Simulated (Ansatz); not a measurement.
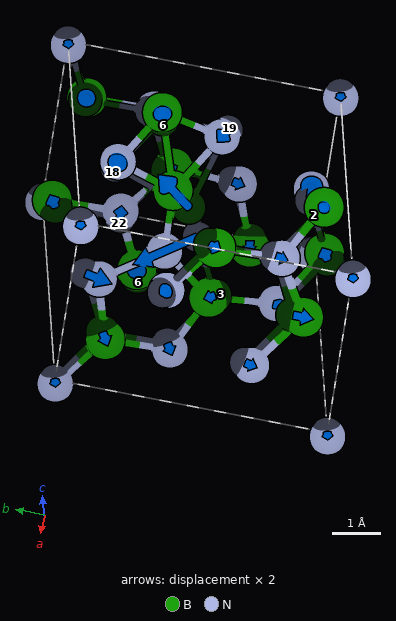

This is a relaxation of a defect cell of composition B₁₁N₁₂ (started half-way along a vacancy jump, in the symmetry of that start). The starting structure is drawn faded, the final one solid; blue arrows show the displacements, magnified 2 times.

Style: ball-and-stick. Shown: the cell of the calculation (origin shifted), from a free direction.

All numbers below come from Ansatz 0.2.0, DFT PBEsol, scalar-relativistic, plane waves, PAW. Settings: plane-wave cutoff 420 eV; k-point mesh 4 × 4 × 4; occupations gaussian; smearing width 0.05 eV; no spin polarisation; atoms relaxed in a fixed cell; force threshold 0.02 eV/Å; at most 60 steps.

What happened in the run?

Answer. An N atom moves most: 0.76 Å along [1 3 −2]. Largest moves by element: N 0.76 Å, B 0.61 Å. The lattice vectors keep their values. Near-neighbour distances that change, for instance: N–N 2.504 → 1.504 Å, B–N 0.723 → 1.437 Å, B–B 2.169 → 2.708 Å, B–N 1.913 → 1.444 Å. New bonds form: N–N (2.50 → 1.50 Å). Among the angles between lasting bonds that change: B–N–B 179.8° → 133.8°, N–B–N 139.1° → 117.1°, N–B–N 120.0° → 139.5°. After 13 geometry steps the energy has fallen by 40.833 eV per cell of the calculation. The largest force component goes from 190 to 0.013 eV/Å.

Limits of the set-up: the cell has an odd number of electrons but was run without spin polarisation; the periodic images lie only 6.3 Å apart, so the values are limited by the cell's size.
